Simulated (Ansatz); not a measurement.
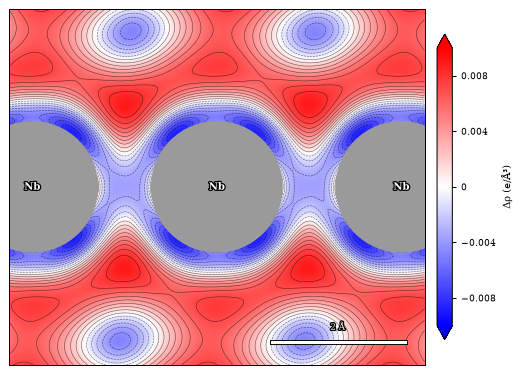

Nb: difference of two self-consistent densities at the same geometry, ρ(r2SCAN) − ρ(LDA), on the (001) plane of the conventional cell. Grey discs cover the cores, where the PAW densities can't be compared. Cores are masked to 1.0 Å (Nb).

Space group P-1. This isn't the usual form at ambient conditions. The cell comes from a database of computed structures, not from a measurement.

Both runs: Ansatz, scalar-relativistic, plane waves and PAW, same cutoff, k-points and PAW files (made with PBE).

> What differs between the two levels of theory?

Against LDA, and outside the masked cores, the largest gain, 0.009 e/Å³, lies 1.8 Å from a niobium nucleus, and the largest loss lies at the edge of the masked core of Nb.
At this volume the pressure is −9 GPa with LDA and 0 GPa with r2SCAN.
